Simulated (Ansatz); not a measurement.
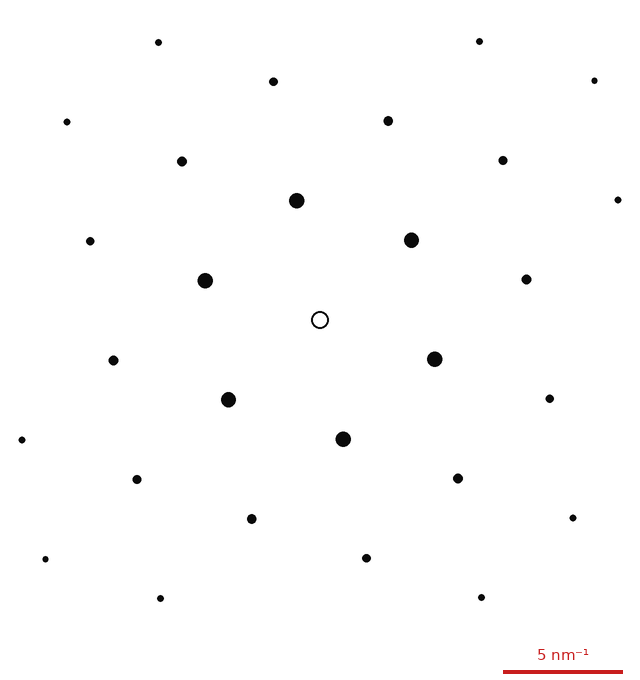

Computed electron diffraction pattern, 100 kV, single scattering only, B = 0.8 Å².

Phase: P, space group Fd-3m (No. 227), a = 5.523 Å. Structure: coordinates from a relaxation with DFT, revPBE, plane waves (420 eV) with PAW, scalar-relativistic in Ansatz 0.2.0; the starting structure was generated, so it need not be a known form of this composition.

### Which low-index zone axis gives this pattern?

The spots form a hexagonal net with both shortest vectors at d = 1.95 Å, 60.0° apart. They index as -2 2 0 and -2 0 2, so the zone axis is [111] (or an equivalent direction of <111>).

### Which reflections of this zone are missing, and why?

The lattice centring (F) removes all reflections that break h + k = 2n, h + l = 2n.

### List the strongest reflections.

Strongest reflections with d > 0.80 Å, one of each family (|F|² from tabulated Gaussian fits of the electron scattering factors, times a small damping for the curvature of the Ewald sphere):

```tsv
hkl	d (Å)	I (strongest = 100)
2 0 -2	1.953	100
4 -2 -2	1.127	16
4 0 -4	0.976	10
```
